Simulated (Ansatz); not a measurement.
## Run report: As, geometry relaxation (part 2 of 2)

The same run, continued: As (R-3m, 2 atoms in the cell); DFT PBE+D3(BJ), scalar-relativistic, plane waves, PAW, no spin polarisation (Ansatz 0.2.0); cutoff 420 eV, 15×15×15 k-mesh, Gaussian smearing of 0.1 eV. The structure derives from an entry of the Crystallography Open Database.

Geometry of the input (Å; fractional positions):
```
1.8808  1.0859  3.5141
-1.8808  1.0859  3.5141
0.0000  -2.1718  3.5141
As 0.7740  0.7740  0.7740
As 0.2260  0.2260  0.2260
```

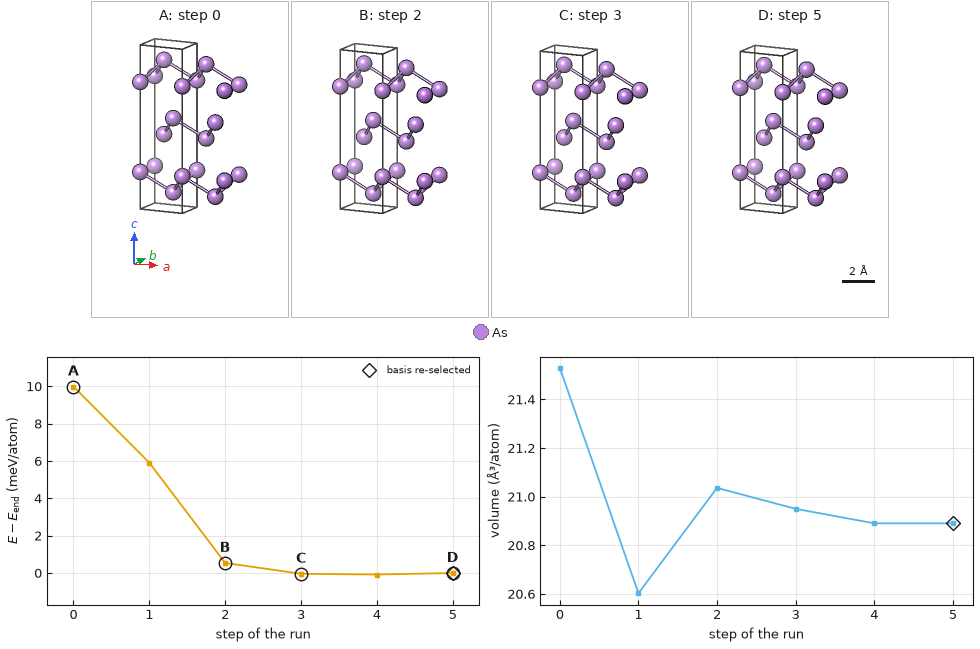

Fig. 1: Frames of the relaxation (ball-and-stick view of the cell 3 times as large as that of the calculation, set on its symmetry axes, repeated 2 × 1 × 1, seen slightly off an axis) above the curves, on which the letters mark them (the first geometry is step 0 here and step 1 in the log).

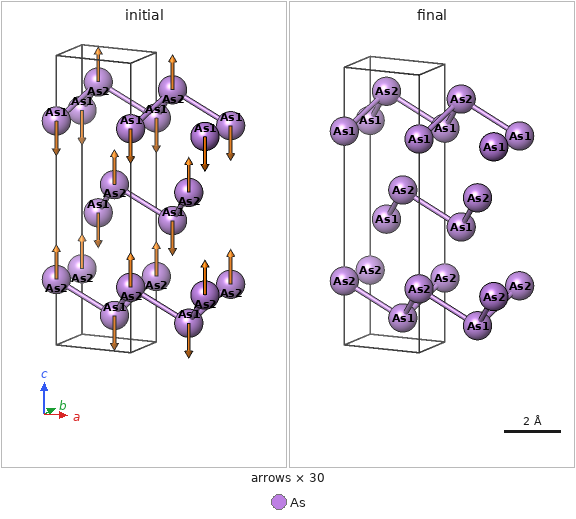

Fig. 2: Before (left) and after (right) the relaxation, at one scale (ball-and-stick view of the cell 3 times as large as that of the calculation, set on its symmetry axes, repeated 2 × 1 × 1, seen slightly off an axis). The orange arrows give the displacements (without the part carried along by the change of the cell), magnified 30 times. The energy falls by 10.1 meV per atom in 4 geometry steps. Largest force component: 0.43 eV/Å at the start, 0.0029 eV/Å at the end. Pressure: 0.60 GPa at the start and 0.01 GPa at the end. The largest moves relative to the cell, 0.043 Å, are those of As1 and As2. The drawn cell changes as follows: a = b 3.762 → 3.783 Å (+0.6 %), c 10.542 → 10.114 Å (−4.1 %); the volume changes by −3.0 %. Among the contacts that change: As1–As2 2.506 → 2.535 Å. The space group stays R-3m (No. 166). A last SCF at the same geometry on a re-selected plane-wave basis shifts the energy by +0.1 meV per atom. (Atoms are counted from 1 in the order of the input.)

```
basis re-selected at this cell: Δ(F+E_penalty+E_count) = +1.566e-4 eV, ΔP = -0.002 GPa vs the last step (what re-selecting the basis moved, of the pressure what is left beyond the Pulay correction that the steps carried, after the strain that the cell walked since its last selection, with what the two solves' SCF thresholds leave and, on support functions, any second-order correction that the steps lacked; it is no measure of the basis error at this ecutwfc). The dense FFT grid was sized anew with the basis: this SCF ran on 27×27×27 points, the steps before it on 30×30×30, so part of this shift can come from that change (see relax.cell in the input reference). This SCF's stress stands 7.38e-3 GPa from its target on what of the cell is left free (relax.cell.stress_tol is 5.00e-2 GPa) and its largest allowed force component is 2.92e-3 eV/Å (relax.f_tol is 5.00e-3 eV/Å): within both
SCF converged after 6 iterations
Free energy (F): -9713.106107 eV
Harris-Foulkes:  -9713.106107 eV  (|F-HF|=0.00e0)
Internal energy: -9713.105512 eV  (E = F + TS)
E sigma→0 (E₀):  -9713.105810 eV
Entropy (-TS):   -0.000595 eV (-0.298 meV/atom)
Fermi energy:    11.225169 eV
--- Per-component energies (eV) ---
  E_band       = -453.825290
  E_kinetic    = 205.492531
  E_local      = -3253.867851  (includes V_loc(G=0)·N_el)
  E_nonlocal   = -1341.367760
  E_hartree    = 1814.451581
  E_xc         = -158.818737
  E_vxc        = -158.926139  (∫ρ·V_xc dr)
  E_paw        = -3669.201170  (= ΣΔE_a)
  E_vpaw       = 465.940828  (= ΣTr[D̂ρ^β])
  E_aug_tail   = 0.000016  (compensation charges beyond the density's cutoff)
  E_ewald      = -3308.927631
  E_disp       = -0.866490  (pairwise vdW)
  E_smearing   = -0.000595  (= −TS)
  E_closure    = 0.000000  (closes the sum)
  Σ components = -9713.106107   (vs F -9713.106107, Δ=0.00e0)
--- Forces (eV/Å), atoms counted from 1 ---
  atom   1  As    -0.00000000     0.00000000    -0.00291812
  atom   2  As     0.00000000    -0.00000000     0.00291812
  max |Σ_I F_I| component: 2.17e-19 eV/Å
--- Stress (GPa, compression-positive) ---
        0.007380       0.000000      -0.000000
        0.000000       0.007380       0.000000
       -0.000000       0.000000       0.004965
  P = ⅓ Tr σ = 0.0066 GPa (0.066 kbar)
--- Band table (eV; the first three rows and the last of 344) ---
  k-point 0: bands = ["-25.1163", "-25.1163", "-25.0723", "-25.0723", "-25.0445", "-25.0065", "-25.0065", "-24.9947", "-24.9610", "-24.9610", "-3.9304", "5.6074", "8.8062", "9.1280", "9.1280", "13.3253", "14.3311", "14.3311", "17.7402"]
  k-point 1: bands = ["-25.1156", "-25.1150", "-25.0718", "-25.0714", "-25.0441", "-25.0072", "-25.0068", "-24.9955", "-24.9622", "-24.9619", "-3.8701", "5.3491", "8.8331", "9.0977", "9.1740", "13.3820", "14.1863", "14.2317", "17.3913"]
  k-point 2: bands = ["-25.1135", "-25.1111", "-25.0703", "-25.0687", "-25.0428", "-25.0090", "-25.0075", "-24.9979", "-24.9656", "-24.9644", "-3.6899", "4.6843", "8.8038", "9.0173", "9.3698", "13.3648", "13.8480", "13.9299", "16.9267"]
  k-point 343: bands = ["-25.0973", "-25.0968", "-25.0645", "-25.0641", "-25.0366", "-25.0111", "-25.0107", "-25.0020", "-24.9830", "-24.9827", "-2.2084", "0.8612", "8.6137", "9.2976", "10.9058", "11.5958", "11.8357", "13.4296", "19.4495"]
--- Relaxed structure (5 steps of the walk, 5 accepted, 1 SCFs on fresh bases) ---
  F+E_penalty+E_count = -9713.10610712 eV   max|allowed force component| = 2.918e-3 eV/Å   (the final SCF, on the basis selected at the relaxed cell)
  cell:  # Å, volume = 41.7815 Å³
    - [1.8914380025152928, 1.0920222398917026, 3.3713915087231183]
    - [-1.8914380025152928, 1.0920222398917026, 3.3713915087231183]
    - [1.5743166126229208e-32, -2.184044479831375, 3.371391508707581]
  atoms:
    - { symbol: As, position: [0.769713643426295, 0.769713643426295, 0.7697136434262948] }
    - { symbol: As, position: [0.2302863565737053, 0.2302863565737053, 0.23028635657370525] }
```

## Trajectory as extended XYZ (Å, eV, eV/Å), 6 frames, from step=1 to step=6
```
2
Lattice="1.8808 1.0859 3.5141 -1.8808 1.0859 3.5141 0.0000 -2.1718 3.5141" Properties=species:S:1:pos:R:3:forces:R:3 step=1 energy=-9713.08613 pressure_GPa=0.60
As    0.0000    0.0000    8.1597    0.0000   0.0000  -0.4252
As    0.0000    0.0000    2.3825    0.0000   0.0000   0.4252
2
Lattice="1.8644 1.0764 3.4222 -1.8644 1.0764 3.4222 0.0000 -2.1528 3.4222" Properties=species:S:1:pos:R:3:forces:R:3 step=2 energy=-9713.09428 pressure_GPa=0.77
As    0.0000    0.0000    7.8868    0.0000   0.0000   0.2145
As    0.0000    0.0000    2.3799    0.0000   0.0000  -0.2145
2
Lattice="1.8870 1.0895 3.4107 -1.8870 1.0895 3.4107 0.0000 -2.1790 3.4107" Properties=species:S:1:pos:R:3:forces:R:3 step=3 energy=-9713.10503 pressure_GPa=-0.30
As    0.0000    0.0000    7.8765    0.0000   0.0000   0.0717
As    0.0000    0.0000    2.3557    0.0000   0.0000  -0.0717
2
Lattice="1.8922 1.0925 3.3781 -1.8922 1.0925 3.3781 0.0000 -2.1850 3.3781" Properties=species:S:1:pos:R:3:forces:R:3 step=4 energy=-9713.10619 pressure_GPa=-0.11
As    0.0000    0.0000    7.8025    0.0000   0.0000  -0.0107
As    0.0000    0.0000    2.3320    0.0000   0.0000   0.0107
2
Lattice="1.8914 1.0920 3.3714 -1.8914 1.0920 3.3714 0.0000 -2.1840 3.3714" Properties=species:S:1:pos:R:3:forces:R:3 step=5 energy=-9713.10626 pressure_GPa=0.01
As    0.0000    0.0000    7.7850    0.0000   0.0000  -0.0028
As    0.0000    0.0000    2.3292    0.0000   0.0000   0.0028
2
Lattice="1.8914 1.0920 3.3714 -1.8914 1.0920 3.3714 0.0000 -2.1840 3.3714" Properties=species:S:1:pos:R:3:forces:R:3 step=6 energy=-9713.10611 pressure_GPa=0.01
As    0.0000    0.0000    7.7850    0.0000   0.0000  -0.0029
As    0.0000    0.0000    2.3292    0.0000   0.0000   0.0029
```

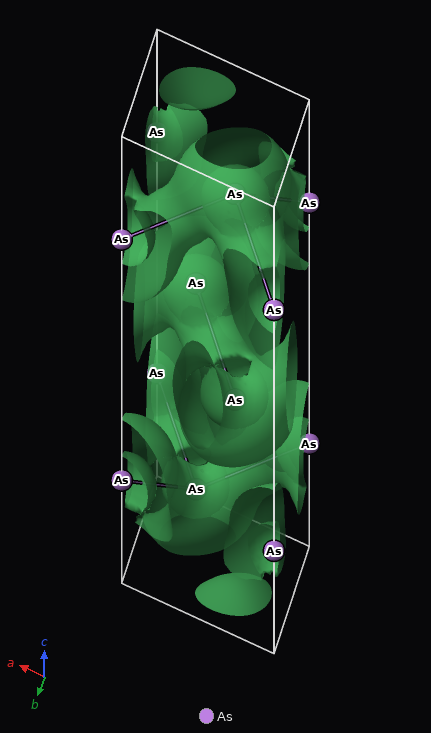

Fig. 3: Isosurface of the electron localisation function at 0.55 (green), seen at an oblique angle. Core shells and regions of very low density are left out. Sticks mark near contacts. The outline is the cell set on symmetry axes. The ELF exceeds this value in sheets that run through the cell in two directions, counted in one cell of 6 atoms. Along the contacts the grid gives the following. As–As (2.53 Å): the ELF peaks at about 0.75 between the atoms (a shared electron pair). The fields are those of the smooth PAW valence density.

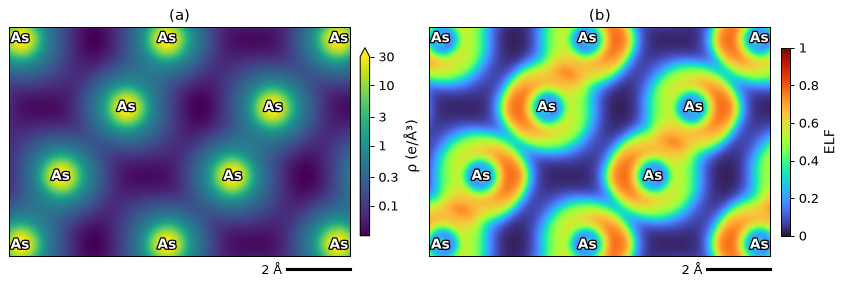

Fig. 4: (a) valence electron density; (b) electron localisation function on the (110) plane of the conventional cell. As–As (2.53 Å): the density is about 0.49 e/Å³ at the midpoint; the ELF peaks at about 0.75 between the atoms, which marks localised, shared-pair bonding. Away from the nuclei the density in this plane falls to 0.03 e/Å³ at its lowest.
